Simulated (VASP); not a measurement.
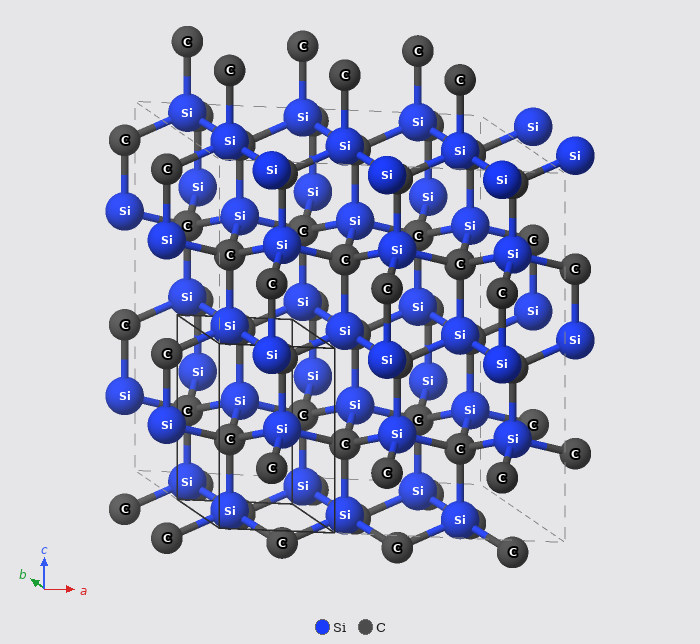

The compound is SiC (space group P6_3mc, No. 186), taken as an entry of the Crystallography Open Database, as set up for an electronic-structure calculation.

Bonds are taken as C–Si below 2.2 Å. Simplification: prune 0- and 1-connected atoms, fold 2-connected ones into links.

Q: What kind of net remains, and which atoms are its nodes?

A: A uninodal 4-connected, three-periodic net: Si and C are 4-connected nodes.

Q: Name the underlying net.

A: It is the lon net, known from lonsdaleite, wurtzite and tridymite.

Q: Is the net interpenetrated?

A: It is a single net, without interpenetration.

Q: Give the first four terms of the coordination sequence (nodes one, two, three … edges away).

A: Si and C: 4, 12, 25, 44.

Q: How many nodes does the smallest cycle have?

A: Six.

The simplified net, drawn on the atoms' positions. Nodes are coloured by element. Short stubs are edges that leave the cut-out.

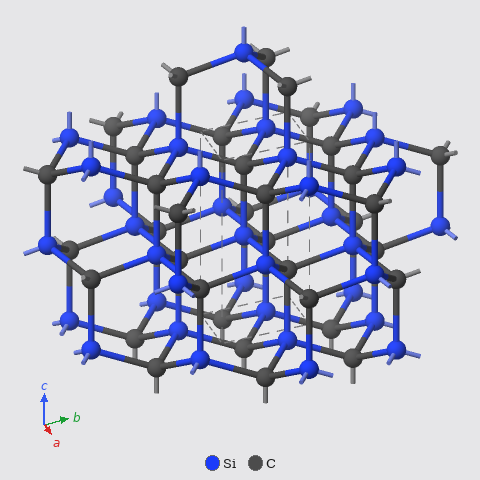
